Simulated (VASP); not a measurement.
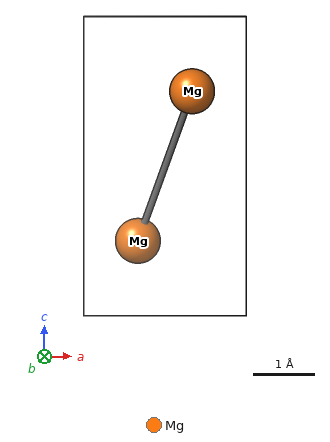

Figure 1. The starting structure (ball-and-stick view of the cell of the calculation, along the b axis). An atom can appear more than once, as a periodic image. Near neighbours in the periodic cell (some may lie outside the picture): Mg has 12 Mg at 3.08 to 3.13 Å.

Geometry relaxation of Mg

The run: geometry relaxation of Mg (2 atoms in the cell). Method and program: Kohn-Sham DFT of a periodic cell, PBEsol, VASP PAW PBE potentials, recommended, no spin polarisation (VASP 6.6.1).

The structure derives from an entry of the Crystallography Open Database.

## INCAR
```
ALGO = Fast
EDIFF = 1E-7
EDIFFG = -0.01
ENCUT = 600
GGA = PS
IBRION = 2
ISIF = 4
ISMEAR = 1
LASPH = True
LCHARG = False
LREAL = False
LWAVE = False
NELM = 80
NSW = 40
PREC = Accurate
SIGMA = 0.1
```

## KPOINTS
```
k-points
0
Gamma
  15 15 7
```

## POSCAR
```
Mg                                      
1.0
    3.1293124474      0.0000000000      0.0000000000
   -1.5646562237      2.7100640758      0.0000000000
    0.0000000000      0.0000000000      4.9851148419
  Mg            
     2
Direct
     0.3333333332999970    0.6666666667000030    0.2500000000000000
     0.6666666667000030    0.3333333332999970    0.7500000000000000
```

Launched with:
```bash
cat potpaw_PBE.64/Mg/POTCAR > POTCAR
mpirun -np 1 vasp_std > vasp.out
```

## OSZICAR
```
N       E                     dE             d eps       ncg     rms          rms(c)
DAV:   1    -0.296794740761E-01   -0.29679E-01   -0.14906E+03  1296   0.546E+02
DAV:   2    -0.342538626221E+01   -0.33957E+01   -0.32219E+01  1680   0.321E+01
DAV:   3    -0.345017069518E+01   -0.24784E-01   -0.24541E-01  1884   0.354E+00
DAV:   4    -0.345022709379E+01   -0.56399E-04   -0.56398E-04  1746   0.137E-01
DAV:   5    -0.345022742995E+01   -0.33615E-06   -0.33576E-06  1860   0.865E-03    0.953E-01
RMM:   6    -0.343926209288E+01    0.10965E-01   -0.36051E-04  1296   0.211E-01    0.606E-01
RMM:   7    -0.342974081430E+01    0.95213E-02   -0.16483E-03  1296   0.423E-01    0.295E-02
RMM:   8    -0.342974836615E+01   -0.75519E-05   -0.79694E-05  1296   0.103E-01    0.639E-03
RMM:   9    -0.342974863217E+01   -0.26602E-06   -0.56163E-06  1296   0.237E-02    0.664E-04
RMM:  10    -0.342974867510E+01   -0.42923E-07   -0.88703E-07  1272   0.854E-03
   1 F= -.34297487E+01 E0= -.34295940E+01  d E =-.342975E+01
```

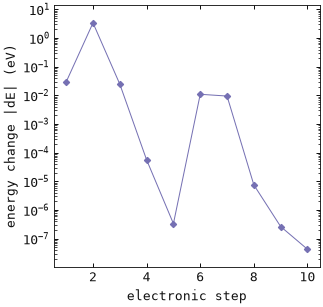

Figure 2. Convergence of the self-consistent field: energy change |dE| against the electronic step. It takes 10 electronic steps. The density is held fixed in the first few steps, and dE rises again when its update begins.

## Parts of OUTCAR
```
EDIFF = 1E-7
   EDIFFG = -0.01
   ENCUT = 600
   GGA = PS
   IBRION = 2
   ISIF = 4
   ISMEAR = 1
   LASPH = True
   LREAL = False
   NELM = 80
   NSW = 40
   PREC = Accurate

 ion  position               nearest neighbor table
   1  0.333  0.667  0.250-   2 3.08   2 3.08   2 3.08   2 3.08   2 3.08   2 3.08
   2  0.667  0.333  0.750-   1 3.08   1 3.08   1 3.08   1 3.08   1 3.08   1 3.08

  LATTYP: Found a hexagonal cell.
 ALAT       =     3.1293124474
 C/A-ratio  =     1.5930383833

  Lattice vectors:

 A1 = (   3.1293124474,   0.0000000000,   0.0000000000)
 A2 = (  -1.5646562237,   2.7100640758,   0.0000000000)
 A3 = (   0.0000000000,   0.0000000000,   4.9851148419)

Analysis of symmetry for initial positions (statically):
=====================================================================
 Subroutine PRICEL returns:
 Original cell was already a primitive cell.

 Routine SETGRP: Setting up the symmetry group for a
 hexagonal supercell.

 Subroutine GETGRP returns: Found 24 space group operations
 (whereof 12 operations were pure point group operations)
 out of a pool of 24 trial point group operations.

The static configuration has the point symmetry D_3d.
 The point group associated with its full space group is D_6h.

Analysis of symmetry for dynamics (positions and initial velocities):
=====================================================================
 Subroutine PRICEL returns:
 Original cell was already a primitive cell.

 Routine SETGRP: Setting up the symmetry group for a
 hexagonal supercell.

 Subroutine GETGRP returns: Found 24 space group operations
 (whereof 12 operations were pure point group operations)
 out of a pool of 24 trial point group operations.

The dynamic configuration has the point symmetry D_3d.
 The point group associated with its full space group is D_6h.

 Subroutine INISYM returns: Found 24 space group operations
 (whereof 12 operations are pure point group operations),
 and found     1 'primitive' translations

----------------------------------------------------------------------------------------

                                     Primitive cell

  volume of cell :      42.2770

  direct lattice vectors                    reciprocal lattice vectors
     3.129312447  0.000000000  0.000000000     0.319559014  0.184497483  0.000000000
    -1.564656224  2.710064076  0.000000000     0.000000000  0.368994965  0.000000000
     0.000000000  0.000000000  4.985114842     0.000000000  0.000000000  0.200597184

  length of vectors
     3.129312447  3.129312447  4.985114842     0.368994965  0.368994965  0.200597184

  position of ions in fractional coordinates (direct lattice)
     0.333333333  0.666666667  0.250000000
     0.666666667  0.333333333  0.750000000

  ion indices of the primitive-cell ions
   primitive index   ion index
                 1           1
                 2           2

----------------------------------------------------------------------------------------

 KPOINTS: k-points

Automatic generation of k-mesh.
 Grid dimensions read from file:
 generate k-points for:   15   15    7

 Generating k-lattice:

  Cartesian coordinates                     Fractional coordinates (reciprocal lattice)
     0.021303934  0.012299832  0.000000000     0.066666667  0.000000000  0.000000000
     0.000000000  0.024599664  0.000000000     0.000000000  0.066666667  0.000000000
     0.000000000  0.000000000  0.028656741     0.000000000  0.000000000  0.142857143

  Length of vectors
     0.024599664  0.024599664  0.028656741

  Shift w.r.t. Gamma in fractional coordinates (k-lattice)
     0.000000000  0.000000000  0.000000000

 Subroutine IBZKPT returns following result:
 ===========================================

 Found    108 irreducible k-points:

 Following reciprocal coordinates:
            Coordinates               Weight
  0.000000  0.000000  0.000000      1.000000
  0.066667  0.000000  0.000000      6.000000
  0.133333  0.000000  0.000000      6.000000
  0.200000  0.000000  0.000000      6.000000
  0.266667  0.000000  0.000000      6.000000
  0.333333  0.000000  0.000000      6.000000
  0.400000  0.000000  0.000000      6.000000
  0.466667  0.000000  0.000000      6.000000
  0.066667  0.066667  0.000000      6.000000
  0.133333  0.066667  0.000000     12.000000
  0.200000  0.066667  0.000000     12.000000
  0.266667  0.066667  0.000000     12.000000
  0.333333  0.066667  0.000000     12.000000
  0.400000  0.066667  0.000000     12.000000
  0.466667  0.066667  0.000000      6.000000
  0.133333  0.133333  0.000000      6.000000
  0.200000  0.133333  0.000000     12.000000
  0.266667  0.133333  0.000000     12.000000
  0.333333  0.133333  0.000000     12.000000
  0.400000  0.133333  0.000000     12.000000
  0.200000  0.200000  0.000000      6.000000
  0.266667  0.200000  0.000000     12.000000
  0.333333  0.200000  0.000000     12.000000
  0.400000  0.200000  0.000000      6.000000
 [... further k-points ...]
   k-points           NKPTS =    108   k-points in BZ     NKDIM =    108   number of bands    NBANDS=      6
   number of dos      NEDOS =    301   number of ions     NIONS =      2
   total plane-waves  NPLWV =  31360
   dimension x,y,z NGX =    28 NGY =   28 NGZ =   40
   dimension x,y,z NGXF=    56 NGYF=   56 NGZF=   80
   ions per type =               2
   NGX,Y,Z   is equivalent  to a cutoff of  14.88, 14.88, 13.34 a.u.
   NGXF,Y,Z  is equivalent  to a cutoff of  29.75, 29.75, 26.68 a.u.
 SYSTEM =  unknown system
   PREC   = accura    normal or accurate (medium, high low for compatibility)
   ISTART =      0    job   : 0-new  1-cont  2-samecut
   ICHARG =      2    charge: 1-file 2-atom 10-const
   ISPIN  =      1    spin polarized calculation?
   LNONCOLLINEAR =      F non collinear calculations
   LSORBIT =      F    spin-orbit coupling
   LASPH  =      T    aspherical Exc in radial PAW
   ENCUT  =  600.0 eV  44.10 Ry    6.64 a.u.   6.25  6.25  9.96*2*pi/ulx,y,z
   NELM   =     80;   NELMIN=  2; NELMDL= -5     # of ELM steps
   EDIFF  = 0.1E-06   stopping-criterion for ELM
   LREAL  =      F    real-space projection
   EDIFFG = -.1E-01   stopping-criterion for IOM
   NSW    =     40    number of steps for IOM
   IBRION =      2    ionic relax: 0-MD 1-quasi-New 2-CG
   NFREE  =      1    steps in history (QN), initial steepest desc. (CG)
   ISIF   =      4    stress and relaxation
   ISYM   =      2    0-nonsym 1-usesym 2-fastsym
   POTIM  = 0.5000    time-step for ionic-motion
   TEBEG  =    0.0;   TEEND  =   0.0 temperature during run
   PSTRESS=    0.0 pullay stress
   NELECT =       4.0000    total number of electrons
   NUPDOWN=      -1.0000    fix difference up-down
   EMIN   =  10.00;   EMAX   =-10.00  energy-range for DOS
   EFERMI =   0.00;   METHOD = LEGACY
   ISMEAR =     1;   SIGMA  =   0.10  broadening in eV -4-tet -1-fermi 0-gaus
   EFERMI_NEDOS =   21; number of points for ismear=-14 and -15
   IALGO  =     68    algorithm
   IMIX   =      4    mixing-type and parameters
     AMIX     =   0.40;   BMIX     =  1.00
     AMIX_MAG =   1.60;   BMIX_MAG =  1.00
  volume/ion in A,a.u.               =      21.14       142.65
  Fermi-wavevector in a.u.,A,eV,Ry     =   0.745980  1.409697  7.571445  0.556486
  Thomas-Fermi vector in A             =   1.841694
   LORBIT       =      0    0 simple, 1 ext, 2 COOP (PROOUT), +10 PAW based schemes
   GGA     = PS    functional components
   LHFCALC =     F    Hartree Fock is set to
   AEXX    =    0.0000 exact exchange contribution
   IVDW    =     0    specifies the selected vdW correction
   LEPSILON=     F    determine dielectric tensor
   LRPA    =     F    only Hartree local field effects (RPA)
 conjugate gradient relaxation of ions
 non-spin polarized calculation
 RMM-DIIS sequential band-by-band and
 Methfessel and Paxton  Order N= 1 SIGMA  =   0.10
  energy-cutoff  :      600.00
  volume of cell :       42.28
 maximum number of plane-waves:      1429
 NGX is ok and might be reduce to    28
   NGX = 13   NGY = 13   NGZ = 19

 number of electron       4.0000000 magnetization

 Free energy of the ion-electron system (eV)
  ---------------------------------------------------
  ext. energy  EPLUGINS =         0.00000000
  ---------------------------------------------------
  free energy    TOTEN  =        -3.42974868 eV

  energy without entropy =       -3.42928463  energy(sigma->0) =       -3.42959399

 E-fermi :   2.9963     XC(G=0):  -8.7963     alpha+bet : -8.0888

 val. band max:        2.9938811732   @ k =   0.4000   0.0667   0.2857
 cond. band min:       2.9987075153   @ k =   0.1333   0.1333   0.0000
 fundamental gap:      0.0048263421
 Fermi energy:         2.9963000379

 k-point     1 :       0.0000    0.0000    0.0000
  band No.  band energies     occupation
      1      -4.2581      2.00000
      2       1.3208      2.00000
      3       1.9804      2.00000
      4      14.2352      0.00000
      5      14.2693      0.00000
      6      14.4792      0.00000

 k-point     2 :       0.0667    0.0000    0.0000
  band No.  band energies     occupation
      1      -4.1668      2.00000
      2       1.4032      2.00000
      3       2.0681      2.00000
      4      12.4735      0.00000
      5      13.3058      0.00000
      6      14.1482      0.00000

 k-point     3 :       0.1333    0.0000    0.0000
  band No.  band energies     occupation
      1      -3.8934      2.00000
      2       1.6505      2.00000
      3       2.3286      2.00000
      4      10.3639      0.00000
      5      12.4089      0.00000
      6      13.1457      0.00000

 k-point     4 :       0.2000    0.0000    0.0000
  band No.  band energies     occupation
      1      -3.4396      2.00000
      2       2.0631      2.00000
      3       2.7515      2.00291
      4       8.3473      0.00000
      5      11.6599      0.00000
      6      12.0891      0.00000

 k-point     5 :       0.2667    0.0000    0.0000
  band No.  band energies     occupation
      1      -2.8083      2.00000
      2       2.6415      2.00001
      3       3.3017     -0.00014
      4       6.4992      0.00000
      5      11.0021      0.00000
      6      11.0614      0.00000

 [... the levels of 18 k-points are left out ...]

 k-point    24 :       0.4000    0.2000    0.0000
  band No.  band energies     occupation
      1       1.2662      2.00000
      2       1.3457      2.00000
      3       4.9239     -0.00000
      4       6.3945      0.00000
      5       6.7019      0.00000
      6       7.1796      0.00000

 [... further k-points ...]

------------------------ aborting loop because EDIFF is reached ----------------------------------------

  FORCE on cell =-STRESS in cart. coord.  units (eV):
  Direction    XX          YY          ZZ          XY          YZ          ZX
  --------------------------------------------------------------------------------------
  -------------------------------------------------------------------------------------
  Total        0.6946180      0.6946180      0.7060402      0.0000000     -0.0000000      0.0000000
  in kB       26.3240635     26.3240635     26.7569333      0.0000000     -0.0000000      0.0000000
  external PRESSURE =      26.4683534 kB  Pullay stress =       0.0000000 kB

 VOLUME and BASIS-vectors are now :
 -----------------------------------------------------------------------------
  energy-cutoff  :      600.00
  volume of cell :       42.28
      direct lattice vectors                 reciprocal lattice vectors
     3.129312447  0.000000000  0.000000000     0.319559014  0.184497483  0.000000000
    -1.564656224  2.710064076  0.000000000     0.000000000  0.368994965  0.000000000
     0.000000000  0.000000000  4.985114842     0.000000000  0.000000000  0.200597184

 POSITION                                       TOTAL-FORCE (eV/Angst)
 -----------------------------------------------------------------------------------
     -0.00000      1.80671      1.24628         0.000000      0.000000      0.000000
      1.56466      0.90335      3.73884        -0.000000     -0.000000      0.000000
 -----------------------------------------------------------------------------------
    total drift:                                0.000000     -0.000000      0.000000

  FREE ENERGIE OF THE ION-ELECTRON SYSTEM (eV)
  ---------------------------------------------------
  free  energy   TOTEN  =        -3.4297486751 eV

  energy  without entropy=       -3.4292846340  energy(sigma->0) =       -3.42959399

 reached required accuracy - stopping structural energy minimisation
```

## CONTCAR
```
Mg
   1.00000000000000
     3.1293124473999998    0.0000000000000000    0.0000000000000000
    -1.5646562236999999    2.7100640758000001    0.0000000000000000
     0.0000000000000000    0.0000000000000000    4.9851148418999998
  Mg
     2
Direct
     0.3333333332999970    0.6666666667000030    0.2500000000000000
     0.6666666667000030    0.3333333332999970    0.7500000000000000

  0.00000000E+00  0.00000000E+00  0.00000000E+00
  0.00000000E+00  0.00000000E+00  0.00000000E+00
```

## Key numbers

```tsv
quantity	value
outcome	converged
space group (tolerance 0.01 Å)	P6₃/mmc (194)
electrons treated	4
free energy	−3.4297 eV
gap on the k-point mesh	none (metallic)
pressure	2.65 GPa
final volume	42.28 Å³
largest force (length of the vector)	under 0.001 eV/Å
hardware	1 thread of Intel Xeon @ 2.90GHz (Ice Lake), 64 GiB of memory available, shared host
wall time	28 s
peak memory	0.19 GiB
```
